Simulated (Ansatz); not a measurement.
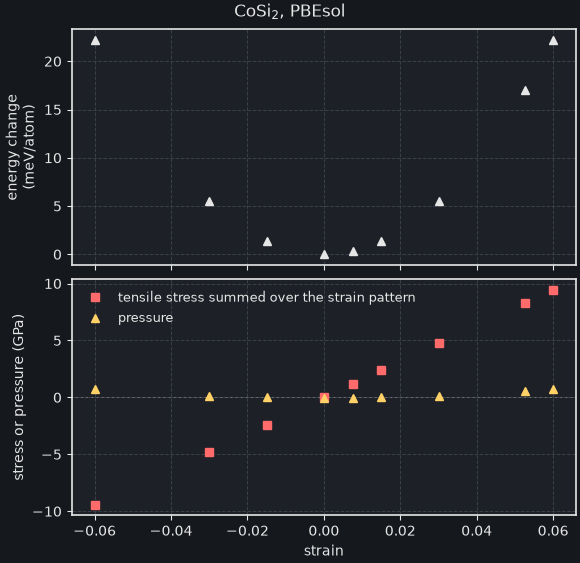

The figure shows the energy change, tensile stress summed over the strain pattern and pressure against strain for CoSi₂, space group Fm-3m (No. 225).

The given structure:
```
CELL_PARAMETERS angstrom
0.00000 2.65625 2.65625
2.65625 0.00000 2.65625
2.65625 2.65625 0.00000
ATOMIC_POSITIONS crystal
Co 0.00000 0.00000 0.00000
Si 0.25000 0.25000 0.25000
Si 0.75000 0.75000 0.75000
```

How it was computed, with Ansatz 0.2.0: homogeneous strain of a crystal along one Voigt pattern with engineering shear, fractional coordinates fixed, by plane-wave density functional theory with PAW datasets, free energies less that of the undisturbed cell, pressure positive in compression; scalar-relativistic. Level: PBEsol, no spin polarisation.

wave cutoff 420 eV; k mesh 16×16×16; occupations Gaussian; smearing width 0.15 eV; k shift (0, 0, 0) (mesh steps); start relaxed; strain pattern (0, 0, 0, 1, 0, 0) (xx yy zz yz xz xy with engineering shear).

The points at strain −0.045, −0.015, 0.03 and 0.06 follow from computed ones by symmetry.

The points at strain −0.0450, 0.0225, 0.0375 and 0.0450 are left out of the plot. What values does the calculation give there?

```csv
strain,energy change (meV/atom),tensile stress summed over the strain pattern (GPa),pressure (GPa)
-0.0450,12.52,-7.1,0.394
0.0225,3.14,3.6,0.082
0.0375,8.70,5.9,0.267
0.0450,12.52,7.1,0.394
```

Limits of the calculation: no spin polarisation, a magnetic state may lie lower.
